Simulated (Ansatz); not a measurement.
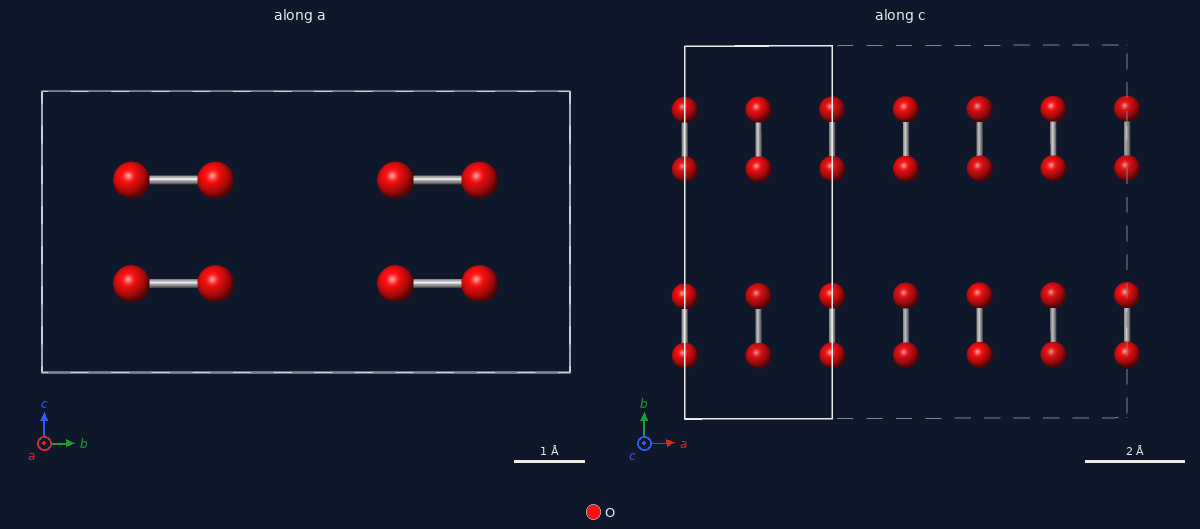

Ball-and-stick drawing of the structure, looking along the a axis and along the c axis. The picture spans 3×1×1 cells, one drawn cell (a repeat of the simulation cell) being drawn with solid lines.

O, a = 2.99 Å, b = 7.56 Å, c = 4.03 Å, α = 90.00°, β = 90.00°, γ = 89.83°.

All computed values are from Ansatz 0.2.0, DFT, r2SCAN, plane waves, PAW. Settings: plane waves to 500 eV, k-points about 0.26 Å⁻¹ apart, no spin polarisation.

### Does it come out as a metal, or with a gap?

A semiconductor at this level, with a gap of 0.99 eV, indirect; the smallest direct gap is 1.04 eV.

### How far is the cell from zero pressure?

The computed pressure is 0.8 GPa (compressed: it would expand).

The structure comes from a structure listed in the Materials Project. The cell was then strained or its atoms displaced on purpose. Ansatz was used for an electronic-structure calculation on it.
